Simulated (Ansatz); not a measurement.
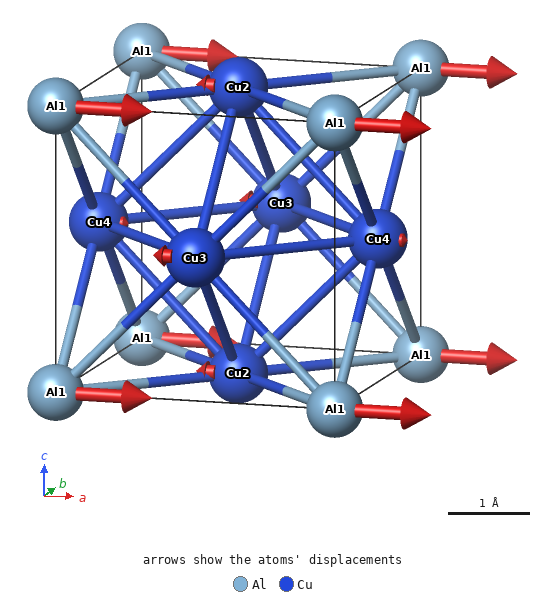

One vibrational mode of crystalline AlCu₃ at the zone centre. The red arrows are the displacements of the atoms (eigenvector over the root of the mass), of arbitrary overall length and sign. A ball-and-stick model of the cell of the calculation, seen slightly off an axis.

Method: Ansatz, DFT PBEsol, scalar-relativistic, plane waves, PAW.

Input file:
```yaml
crystal:
  lattice:
    - [3.6324202687, 0.0, 0.0]
    - [0.0, 3.6324202687, 0.0]
    - [0.0, 0.0, 3.6324202687]
  atoms:
    - { symbol: Al, position: [0.0, 0.0, 0.0] }
    - { symbol: Cu, position: [0.5, 0.5, 0.0] }
    - { symbol: Cu, position: [0.5, 0.0, 0.5] }
    - { symbol: Cu, position: [0.0, 0.5, 0.5] }
basis:
  ecutwfc: 420
kpoints:
  mp_grid: { grid: [12, 12, 12] }
hamiltonian:
  xc: pbesol
scf:
  occupations: { method: fermi_dirac, width: 0.15 }
output:
  eigenvalues: true
phonons:
  method: dfpt
  eigenvectors: true
```

Run as
```bash
ansatz run input.yaml --threads 1 --pin off --max-ram 3072MiB --backend cpu --events-out ev --progress --plain --runs-dir out
```

The frequencies depend somewhat on the k-mesh and the smearing.

**What mode is this, and where does it lie in the spectrum?**

This is the T₁u mode (triply degenerate; one member of the set is drawn) at 303 cm⁻¹, the highest optical level, infrared-active by symmetry. All motion is along a; the kinetic energy is shared as Al 75 %, Cu 25 %. The crystal is a metal, so free carriers screen the infrared response.
